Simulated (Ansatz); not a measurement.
Be: single-point calculation

The run: single-point calculation of Be (slab, 24 atoms in the cell). Method and program: DFT PBE, scalar-relativistic, plane waves, PAW, no spin polarisation (Ansatz 0.2.0).

The structure derives from an entry of the Crystallography Open Database. Figures and captions count atoms from 1; the log counts them from 0 in places.

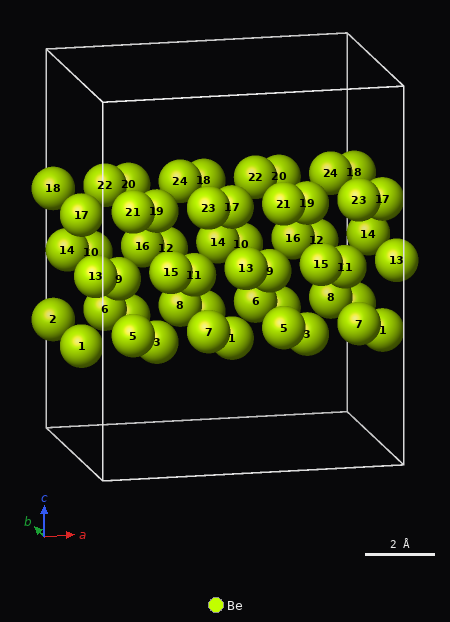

Fig. 1: The structure (spheres-only view of the 2 × 1 repeat of the cell, with the vacuum cut short, seen slightly off an axis; atoms are numbered from 1 in the order of the input).

**Input**
```yaml
crystal:
  lattice:
    - [4.5254381411, 0.0, 0.0]
    - [0.0, 7.133619082, 0.0]
    - [0.0, 0.0, 19.8685529283]
  atoms:
    - { symbol: Be, position: [0.0, 0.375, 0.201323167] }
    - { symbol: Be, position: [0.0, 0.875, 0.201323167] }
    - { symbol: Be, position: [0.5, 0.375, 0.201323167] }
    - { symbol: Be, position: [0.5, 0.875, 0.201323167] }
    - { symbol: Be, position: [0.25, 0.125, 0.2341987738] }
    - { symbol: Be, position: [0.25, 0.625, 0.2341987738] }
    - { symbol: Be, position: [0.75, 0.125, 0.2341987738] }
    - { symbol: Be, position: [0.75, 0.625, 0.2341987738] }
    - { symbol: Be, position: [0.25, 0.375, 0.2999499873] }
    - { symbol: Be, position: [0.25, 0.875, 0.2999499873] }
    - { symbol: Be, position: [0.75, 0.375, 0.2999499873] }
    - { symbol: Be, position: [0.75, 0.875, 0.2999499873] }
    - { symbol: Be, position: [0.0, 0.125, 0.3268353595] }
    - { symbol: Be, position: [0.0, 0.625, 0.3268353595] }
    - { symbol: Be, position: [0.5, 0.125, 0.3268353595] }
    - { symbol: Be, position: [0.5, 0.625, 0.3268353595] }
    - { symbol: Be, position: [0.0, 0.375, 0.3993099186] }
    - { symbol: Be, position: [0.0, 0.875, 0.3993099186] }
    - { symbol: Be, position: [0.5, 0.375, 0.3993099186] }
    - { symbol: Be, position: [0.5, 0.875, 0.3993099186] }
    - { symbol: Be, position: [0.25, 0.125, 0.4211958948] }
    - { symbol: Be, position: [0.25, 0.625, 0.4211958948] }
    - { symbol: Be, position: [0.75, 0.125, 0.4211958948] }
    - { symbol: Be, position: [0.75, 0.625, 0.4211958948] }
basis:
  ecutwfc: 420
kpoints:
  mp_grid: { grid: [6, 4, 1] }
hamiltonian:
  xc: pbe
scf:
  occupations: { method: gaussian, width: 0.1 }
output:
  forces: true
  eigenvalues: true
  write_density: true
  write_potential: true
  elf: true
  volumetric_format: npy
efield:
  axis: 3
  dipole_correction: true
  ramp_width: 0.04
```

Hardware: 4 threads of Intel Xeon @ 2.50GHz (Skylake/Cascade Lake), 189 GiB of memory available, shared host.

Command:
```bash
ansatz run input.yaml --threads 4 --pin off --max-ram 12288MiB --backend cpu --events-out ev --progress --plain --runs-dir out
```

**The program's output**
```
Engine: ansatz 0.2.0, x86_64-unknown-linux-gnu
Pseudopotentials: kind: paw
Pseudopotential: Be, paw, valence charge 2, recommended cutoff 420 eV (normal), Be.paw.azcp
Functional definition: PBE
  parameter kappa = 0.804
  parameter beta = 0.06672455060314922
  exchange = pbe_x(kappa = kappa, mu = beta*pi^2/3)
  correlation = pbe_c(beta = beta)
Crystal: 24 atoms, lattice volume = 641.412 Å³
Basis set: ecut = 420 eV, 12535 PW (Γ), exchange–correlation on 64×96×270 points (8 copies of the dense FFT grid, shifted against one another)
Bands: 48, of which v1, the nominal top of the filled ones, is band 24 counted from 1 (23 counted from 0)
Symmetry: 16 space group operations
Space group: Pmm2 (ITA 25), of the structure as read, at distance tolerance 8.6e-5 Å
k-points: 12 of 24
Non-local potential: Be, projectors of the file, l = 0: 2, l = 1: 2, l = 2: 1
PAW form: soft (Blöchl's): semilocal exchange-correlation on the pseudo side does not see the compensation charge
PAW one-centre angular grid: Be, 110 points (default); XC on 64 Gauss nodes
Initial density: superposition of atomic densities (neutral atoms: chi_scale 0, normalization atom), corrected by the library's trained network
Initial wavefunctions: pseudopotential atomic-orbital guess
Functional: x = pbe(κ = 0.804, μ = 0.2195149727645171), c = pbe(β = 0.06672455060314922)
SCF iter   1: F=—  HF=-2218.986306 eV  |F-HF|=—  |Δ(HF+E_count)|=         —  Δρ=2.34e-3  dr2=1.18e-1  ethr=1.77e-3  p=-0.031 e·Å  D=-8.68e-3 V/Å  ΔV_dip=0.17 eV  dr2_dipole=4.84e-5  V_vac-E_F(+/−)=4.41/4.23 eV  ⟨swp⟩=13.2  Hψ=5202  notcnv=0  defer=61
efield: sawtooth ramp at fractional position 0.7913 (placed from the atoms, in the widest stretch of the axis that holds none; the zero of the levels goes with the place), width 0.0400; the density the first Hamiltonian is built on has a dipole p = -0.031 e·Å; the dipole correction subtracts the counter field D = -8.68e-3 V/Å, which shifts the + side's vacuum level by +0.17 eV against the − side's; the planar-averaged density in the ramp window peaks in size at 1.4e-5 e/Å³
preconditioner: auto → LDOS  [metal: Δε(μ)=0.059 eV  Ē_g=7.907 eV  σ=0.100 eV  W_gap=0.30  n_scr=64 (ndim 8)  ℏωp=10.2 eV  f_vac=0.573  D(μ)=3.75/eV (n_scr^D=12)  β→1.0]
SCF iter   2: F=—  HF=-2218.975704 eV  |F-HF|=—  |Δ(HF+E_count)|=   1.06e-2  Δρ=1.14e-3  dr2=4.45e-2  ethr=2.45e-4  p=-0.043 e·Å  D=-1.21e-2 V/Å  ΔV_dip=0.24 eV  dr2_dipole=1.74e-3  V_vac-E_F(+/−)=4.71/4.46 eV  ⟨swp⟩=2.1  Hψ=1008  notcnv=0  defer=192
SCF iter   3: F=—  HF=-2218.968164 eV  |F-HF|=—  |Δ(HF+E_count)|=   7.54e-3  Δρ=1.46e-4  dr2=3.91e-4  ethr=9.27e-5  p=-0.036 e·Å  D=-1.01e-2 V/Å  ΔV_dip=0.20 eV  dr2_dipole=1.90e-6  V_vac-E_F(+/−)=4.64/4.43 eV  ⟨swp⟩=2.1  Hψ=601  notcnv=0  defer=192
SCF iter   4: F=—  HF=-2218.968228 eV  |F-HF|=—  |Δ(HF+E_count)|=   6.44e-5  Δρ=4.91e-5  dr2=6.02e-5  ethr=8.16e-7  p=-0.038 e·Å  D=-1.07e-2 V/Å  ΔV_dip=0.21 eV  dr2_dipole=2.25e-6  V_vac-E_F(+/−)=4.66/4.45 eV  ⟨swp⟩=3.5  Hψ=869  notcnv=0  defer=192
SCF iter   5: F=—  HF=-2218.969389 eV  |F-HF|=—  |Δ(HF+E_count)|=   1.16e-3  Δρ=1.64e-5  dr2=9.40e-6  ethr=1.25e-7  p=-0.038 e·Å  D=-1.06e-2 V/Å  ΔV_dip=0.21 eV  dr2_dipole=1.64e-6  V_vac-E_F(+/−)=4.66/4.45 eV  ⟨swp⟩=2.2  Hψ=714  notcnv=0  defer=176
SCF iter   6: F=—  HF=-2218.969392 eV  |F-HF|=—  |Δ(HF+E_count)|=   2.54e-6  Δρ=4.61e-6  dr2=2.61e-7  ethr=1.96e-8  p=-0.038 e·Å  D=-1.06e-2 V/Å  ΔV_dip=0.21 eV  dr2_dipole=4.00e-9  V_vac-E_F(+/−)=4.66/4.45 eV  ⟨swp⟩=2.4  Hψ=642  notcnv=0  defer=168
SCF iter   7: F=-2218.969392 eV  HF=-2218.969392 eV  |F-HF|=2.10e-8  |Δ(HF+E_count)|=   3.81e-7  Δρ=9.71e-7  dr2=1.96e-8  ethr=2.08e-10  p=-0.038 e·Å  D=-1.07e-2 V/Å  ΔV_dip=0.21 eV  dr2_dipole=5.92e-10  V_vac-E_F(+/−)=4.66/4.45 eV  ⟨swp⟩=40.8  Hψ=7026  notcnv=0
SCF 1 converged in 7 iterations: F = -2218.969392 eV  dr2 = 1.96e-8
  greatest PAW one-centre occupation: 0.376 electrons in one spin orbital (limit 2), on the Be atom at site 15 (counted from 0), in its partial waves of l = 0
```

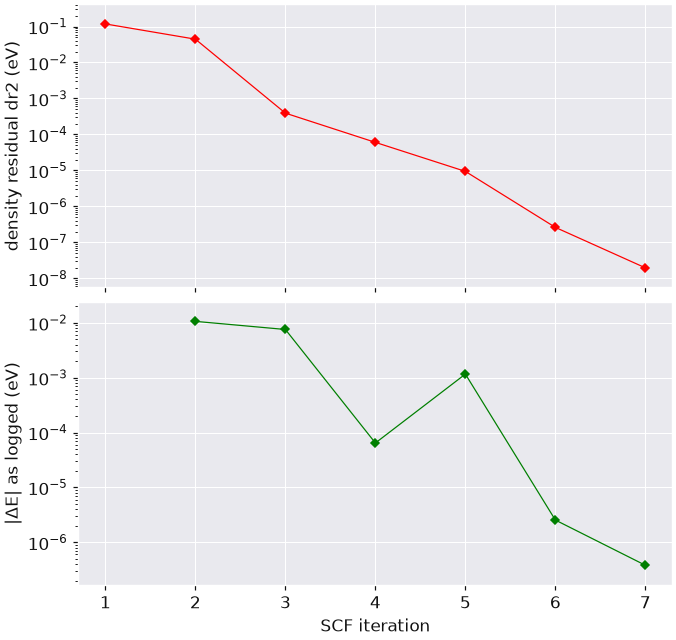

Fig. 2: Convergence of the self-consistent field: density residual dr2 and size of the energy change against the SCF iteration. The residual falls at every step.

```
SCF converged after 7 iterations
Free energy (F): -2218.969392 eV
Harris-Foulkes:  -2218.969392 eV  (|F-HF|=2.10e-8)
Internal energy: -2218.952098 eV  (E = F + TS)
E sigma→0 (E₀):  -2218.960745 eV
Entropy (-TS):   -0.017294 eV (-0.721 meV/atom)
Fermi energy:    -0.915375 eV
Dipole field:    D = -0.010680 V/Å  (p = -0.037856 e·Å, saw-weighted, corrected)
Work function:   Φ+ = 4.6631 eV   Φ− = 4.4509 eV
Levels:          The Fermi level and band energies are counted from a zero that moves with the ramp; work functions are not
--- Per-component energies (eV) ---
  E_band       = -237.333335
  E_kinetic    = 479.315014
  E_local      = -10705.294552  (includes V_loc(G=0)·N_el)
  E_nonlocal   = 111.105542
  E_hartree    = 5197.307163
  E_xc         = -462.144598
  E_vxc        = -482.527815  (∫ρ·V_xc dr)
  E_paw        = -1429.977243  (= ΣΔE_a)
  E_vpaw       = -34.584127  (= ΣTr[D̂ρ^β])
  E_aug_tail   = -0.000015  (compensation charges beyond the density's cutoff)
  E_efield     = 0.000202  (sawtooth field / dipole correction)
  E_vefield    = 0.026302  (∫n·V_field dr)
  E_ewald      = 4590.736390
  E_smearing   = -0.017294  (= −TS)
  E_closure    = 0.000000  (closes the sum)
  Σ components = -2218.969392   (vs F -2218.969392, Δ=0.00e0)
--- Forces (eV/Å), atoms counted from 1 ---
  atom   1  Be    -0.00000000     0.00000000     0.57114209
  atom   2  Be     0.00000000     0.00000000     0.57114209
  atom   3  Be    -0.00000000     0.00000000     0.57114209
  atom   4  Be     0.00000000    -0.00000000     0.57114209
  atom   5  Be     0.00000000     0.00000000    -0.69463810
  atom   6  Be     0.00000000     0.00000000    -0.69463810
  atom   7  Be     0.00000000     0.00000000    -0.69463810
  atom   8  Be     0.00000000     0.00000000    -0.69463810
  atom   9  Be     0.00000000     0.00000000     0.16803502
  atom  10  Be     0.00000000     0.00000000     0.16803502
  atom  11  Be    -0.00000000     0.00000000     0.16803502
  atom  12  Be     0.00000000     0.00000000     0.16803502
  atom  13  Be     0.00000000     0.00000000     0.01905163
  atom  14  Be    -0.00000000     0.00000000     0.01905163
  atom  15  Be     0.00000000    -0.00000000     0.01905163
  atom  16  Be    -0.00000000     0.00000000     0.01905163
  atom  17  Be     0.00000000     0.00000000     0.00217667
  atom  18  Be     0.00000000     0.00000000     0.00217667
  atom  19  Be     0.00000000     0.00000000     0.00217667
  atom  20  Be     0.00000000     0.00000000     0.00217667
  atom  21  Be    -0.00000000    -0.00000000    -0.06574089
  atom  22  Be     0.00000000    -0.00000000    -0.06574089
  atom  23  Be    -0.00000000    -0.00000000    -0.06574089
  atom  24  Be     0.00000000     0.00000000    -0.06574089
  max |Σ_I F_I| component: 1.06e-4 eV/Å
--- Band table (eV; the first three rows and the last of 12) ---
  k-point 0: bands = ["-11.1669", "-9.0839", "-9.0515", "-8.9952", "-6.9382", "-6.9366", "-5.8728", "-5.8359", "-5.6935", "-4.4966", "-4.2985", "-4.2268", "-3.8294", "-3.7151", "-3.6979", "-3.6577", "-3.6232", "-3.5492", "-3.5090", "-3.2445", "-3.1780", "-1.8512", "-1.0138", "-0.9866", "-0.9544", "-0.6017", "0.0590", "0.8561", "1.2551", "1.9273", "2.0193", "2.4805", "2.7230", "2.8461", "3.0871", "3.1855", "3.3148", "3.5267", "3.7243", "3.7488", "3.9400", "4.0586", "4.1474", "4.4641", "4.6679", "5.0138", "5.2125", "5.3464"]
  k-point 1: bands = ["-11.0324", "-9.9577", "-8.9500", "-7.9846", "-7.7123", "-5.8115", "-5.7489", "-5.7225", "-5.5786", "-4.9942", "-4.8860", "-4.8099", "-4.3953", "-3.7813", "-3.6467", "-3.5389", "-3.4754", "-3.3892", "-2.9117", "-2.8355", "-2.7562", "-2.7398", "-1.5530", "-1.2657", "-0.9373", "-0.0603", "0.3352", "0.4693", "1.9751", "2.2231", "2.2965", "2.4156", "2.6585", "2.9744", "3.2270", "3.2550", "3.2689", "3.3858", "3.4393", "3.6389", "4.1676", "4.3323", "4.3964", "4.4338", "4.4853", "4.6761", "5.0164", "5.1213"]
  k-point 2: bands = ["-10.6291", "-10.6291", "-8.5505", "-8.5505", "-6.4226", "-6.4226", "-5.3911", "-5.3911", "-5.3840", "-5.3840", "-5.2786", "-5.2786", "-4.1418", "-4.1418", "-3.6578", "-3.6578", "-3.5155", "-3.5155", "-3.1031", "-3.1031", "-1.9890", "-1.9890", "-1.7807", "-1.7807", "-0.8094", "-0.8094", "0.4913", "0.4913", "2.5214", "2.5214", "2.7735", "2.7735", "2.9819", "2.9819", "3.0016", "3.0016", "3.5773", "3.5773", "3.7945", "3.7945", "4.0243", "4.0243", "4.0318", "4.0318", "4.3293", "4.3293", "4.6289", "4.6289"]
  k-point 11: bands = ["-9.2892", "-9.2892", "-9.2892", "-9.2892", "-7.2087", "-7.2087", "-7.2087", "-7.2087", "-5.0094", "-5.0094", "-5.0094", "-5.0094", "-4.0702", "-4.0702", "-4.0702", "-4.0702", "-2.7816", "-2.7816", "-2.7816", "-2.7816", "-1.3814", "-1.3814", "-1.3814", "-1.3814", "-0.4026", "-0.4026", "-0.4026", "-0.4026", "2.1022", "2.1022", "2.1022", "2.1022", "3.5763", "3.5763", "3.5763", "3.5763", "4.5427", "4.5427", "4.5427", "4.5427", "4.6519", "4.6519", "4.6519", "4.6519", "4.9097", "4.9097", "4.9097", "4.9097"]
```

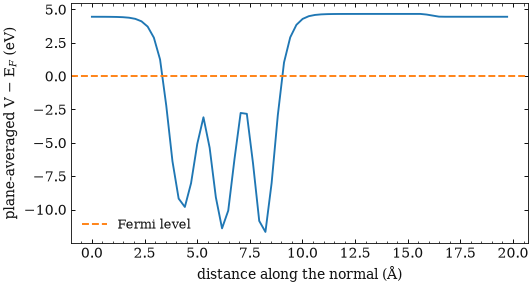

Fig. 3: Plane average of the electrostatic potential energy of an electron across the cell, from the Fermi level. The vacuum level lies 4.66 eV above the Fermi level on the upper side and 4.45 eV on the lower.

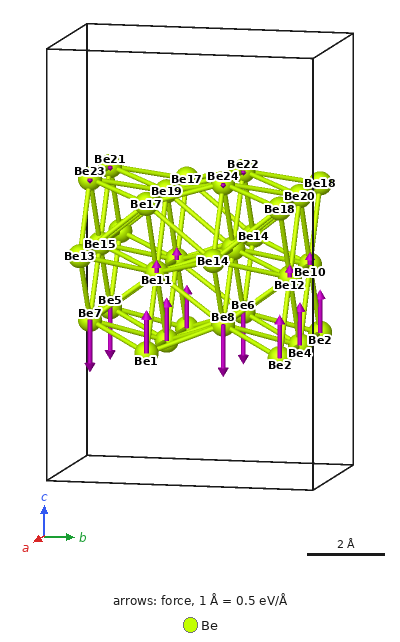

Fig. 4: Forces on the atoms as pink arrows (ball-and-stick view of the cell of the calculation, with the vacuum cut short, seen slightly off an axis; atoms are numbered from 1 in the order of the input); the smallest are left out. The largest act on Be5, Be6, Be7, Be8 (0.69 eV/Å); Be1, Be2, Be3, Be4 (0.57 eV/Å). The geometry is not a stationary point of this energy.

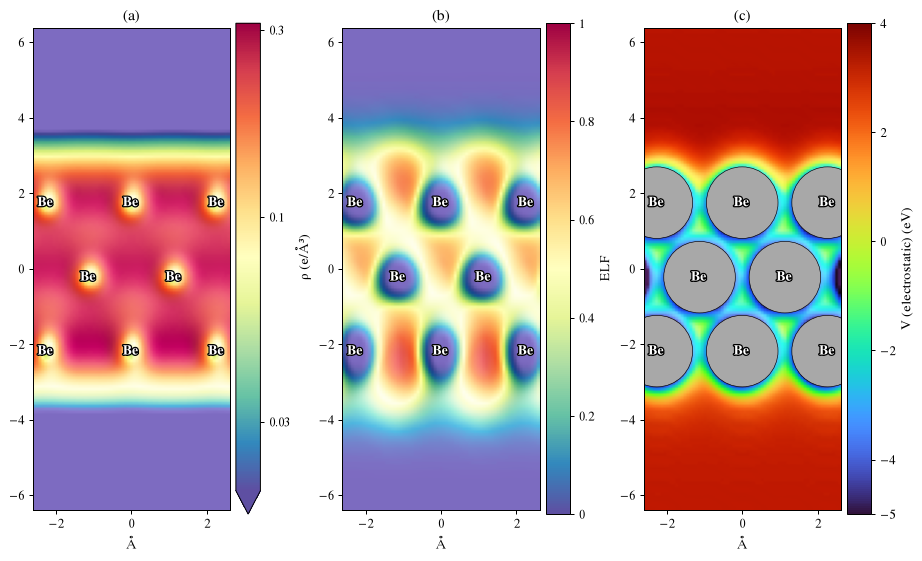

Fig. 5: (a) valence electron density; (b) electron localisation function; (c) electrostatic potential (local pseudopotential plus Hartree) felt by an electron on the (010) plane of the calculation cell, a cut from vacuum to vacuum. Grey discs, where drawn, cover atomic cores. Atoms in the plane: Be. Be–Be (2.26 Å): ρ is about 0.3 e/Å³ halfway, a local maximum along the line; the ELF peaks at about 0.85 between the atoms, as expected for localised, shared-pair bonding. The density dies away to nearly zero in the vacuum. The fields are those of the smooth PAW valence density.

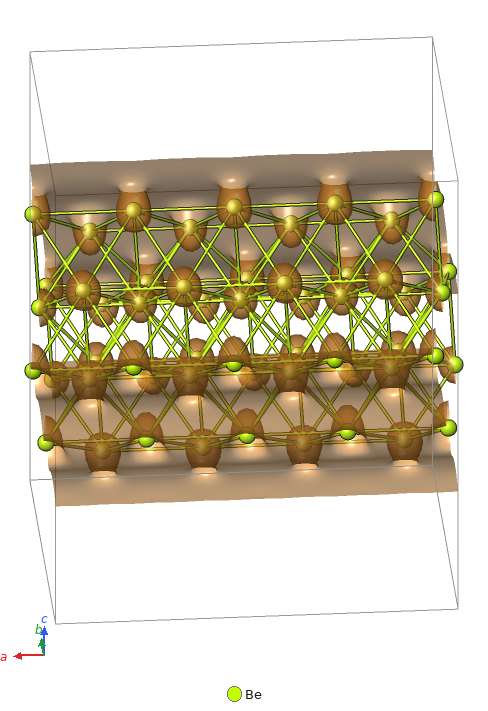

Fig. 6: Isosurface of the valence pseudo-density at 0.2 e/Å³ (orange), seen at an oblique angle. Sticks mark near contacts. At this value the density is joined into sheets; it holds about 80 % of the electrons treated as valence. On the grid the lowest density along these lines, outside the cores, is 0.3 e/Å³ (Be–Be, 2.16 Å), 0.28 e/Å³ (Be–Be, 2.21 Å) and 0.3 e/Å³ (Be–Be, 2.26 Å).

**Results in brief**

- outcome: converged
- electrons treated: 48
- free energy: −2218.9694 eV
- work function, top face: 4.66 eV
- work function, bottom face: 4.45 eV
- Fermi energy: −0.915 eV
- gap on the k-point mesh: none (metallic)
- work function (upper face): 4.66 eV
- largest force (length of the vector): 0.695 eV/Å
- wall time: 36 s (CPU time 75 s)
- peak memory: 1.1 GiB
